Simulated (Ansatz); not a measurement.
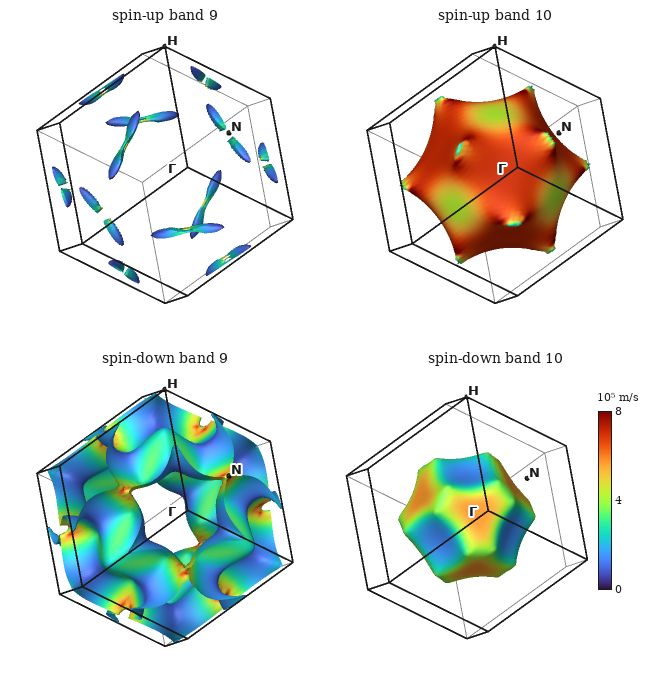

Fermi surface of Ni (Im-3m) (the four sheets of greatest area among six bands), coloured by the Fermi speed.

These are results of DFT LDA, scalar-relativistic, plane waves, PAW; levels and slopes on a dense k mesh at the converged density in Ansatz 0.2.0, not measurements. Collinear spin polarisation. Mesh 34×34×34, interpolated with the band slopes. The geometry was not relaxed (residual pressure −11 GPa). Sheets, masses and frequencies are those of this strained cell. The cell comes from a database of computed structures, not from a measurement.

Give the range and mean of the Fermi speed for each band.

Answer. Spin-up band 9: 0.65 to 4.8 × 10⁵ m/s over most of the sheet, 1.7 × 10⁵ m/s on average over states. Spin-up band 10: 4.5 to 7.6 × 10⁵ m/s over most of the sheet, 6.3 × 10⁵ m/s on average over states. Spin-down band 9: 1.1 to 5.2 × 10⁵ m/s over most of the sheet, 2.1 × 10⁵ m/s on average over states. Spin-down band 10: 1.4 to 5.7 × 10⁵ m/s over most of the sheet, 3.0 × 10⁵ m/s on average over states.

Which of these bands adds most to the density of states at the Fermi level?

Answer. Spin-down band 9, with 0.88 of 1.6 states/eV per cell.

The run ends with a net moment of 0.5 μB a cell, the order reached from its starting moments, not necessarily the lowest.
